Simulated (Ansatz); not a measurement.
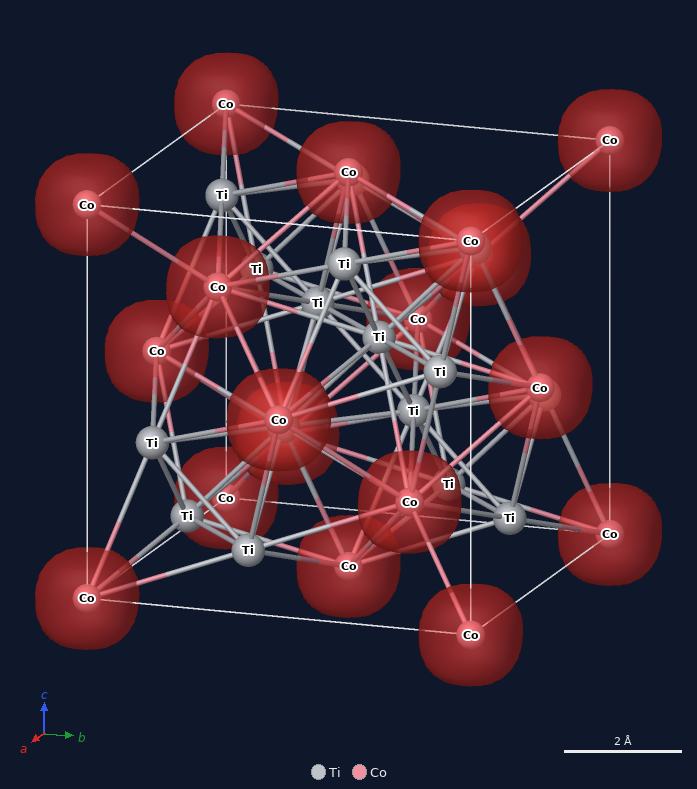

Ti2Co. Isosurfaces of the spin density at +0.04 (red) and −0.04 e/Å³ (blue), seen slightly off an axis. Sticks mark near contacts.

Space group Fd-3m; spin-polarised.

The calculation used DFT PBEsol, scalar-relativistic, plane waves, PAW (Ansatz).

> Describe the spin distribution.

The spin density sits on Co: +1.0 μB (×8) in one cell of 24 atoms: parallel moments (a ferromagnetic arrangement) in this solution. The cell of the calculation (6 atoms) carries 1.9 μB of net spin moment. Only one sign reaches the isovalue.
